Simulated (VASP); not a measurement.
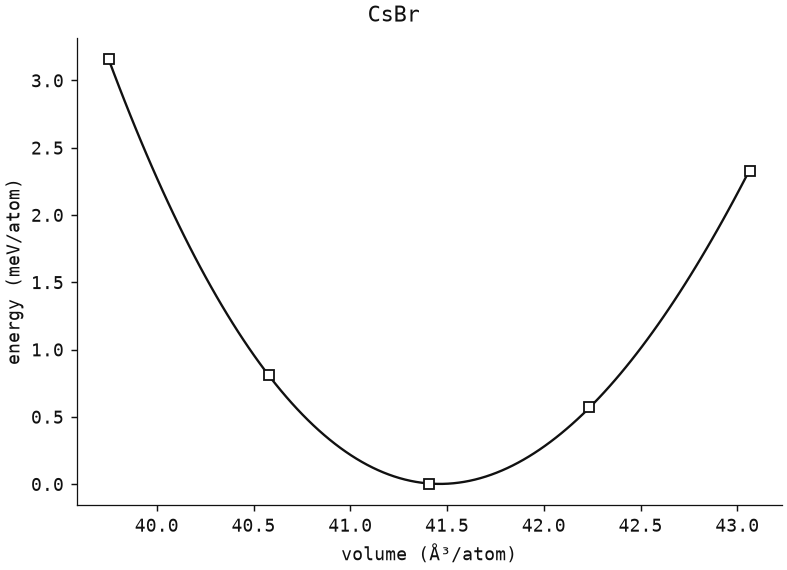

Plotted: energy against volume for CsBr, space group Pm-3m (No. 221).

Cell as given: a = 4.359 Å, b = 4.359 Å, c = 4.359 Å, α = 90.00°, β = 90.00°, γ = 90.00°; 2 atoms.

Method: plane-wave DFT, no spin polarisation; energies at scaled volumes of the given cell, shape and fractions fixed, counted from the fit's minimum, third-order Birch-Murnaghan fit (VASP 6.6.1). Level: HSE06.

k mesh 4×4×4; occupations Gaussian; smearing width 0.02 eV; potentials VASP PAW PBE potentials, recommended; wave cutoff 520 eV.

What equilibrium volume and bulk modulus follow from the curve?

A third-order Birch–Murnaghan fit gives V0 = 41.46 Å³/atom, B0 = 13.1 GPa and B′ = 5.3.
